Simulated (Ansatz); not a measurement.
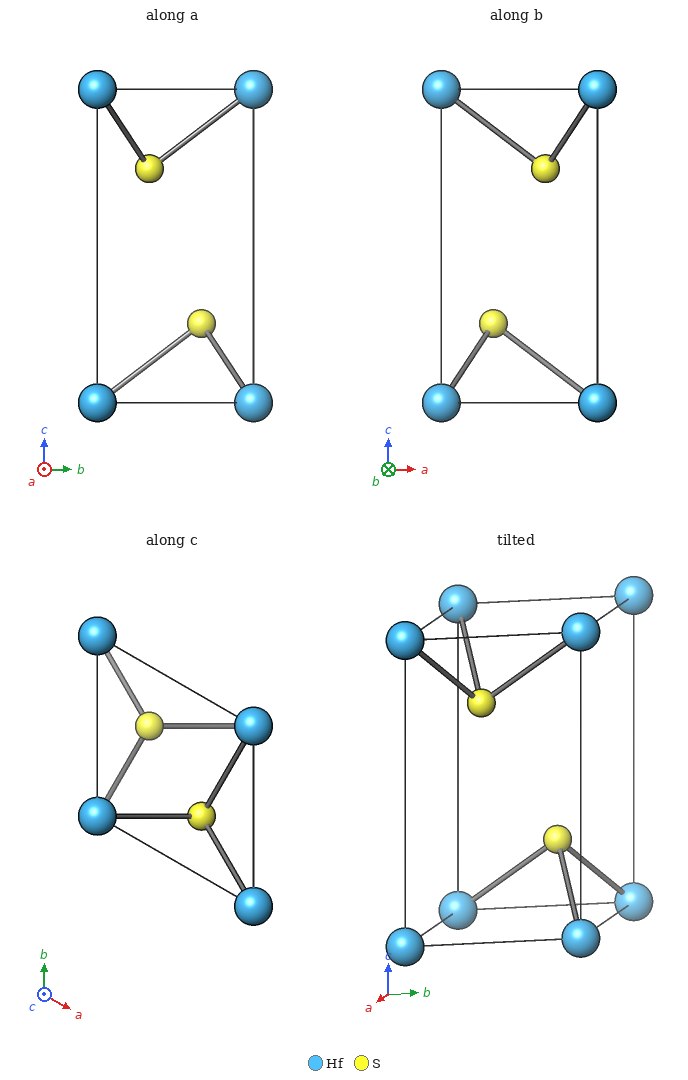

We look at a ball-and-stick model of the crystal along the a axis, along the b axis, along the c axis and slightly off an axis. Lines trace the edges of the conventional unit cell.

Lattice parameters: a = 3.449 Å, b = 3.449 Å, c = 5.996 Å, α = 90.00°, β = 90.00°, γ = 120.00°. Put a along x and b in the xy plane.

Q: Express the structure as a POSCAR file, with free fractional coordinates to two decimals.

A:
```
Hf S
1.0
     3.449    0.000    0.000
    -1.724    2.987    0.000
     0.000    0.000    5.996
Hf S
1 2
Direct
  0.00 0.00 0.00
  0.3333 0.6667 0.25
  0.6667 0.3333 0.75
```

Origin of the cell: a structure type filled with these elements by a generator (whether the compound takes this form wasn't checked). The cell was then strained or its atoms displaced on purpose. It went into a calculation with Ansatz.

At this level of theory the cell isn't at rest (compressed, at 9 GPa), so its distances can differ from those at equilibrium, the more so the softer the solid.
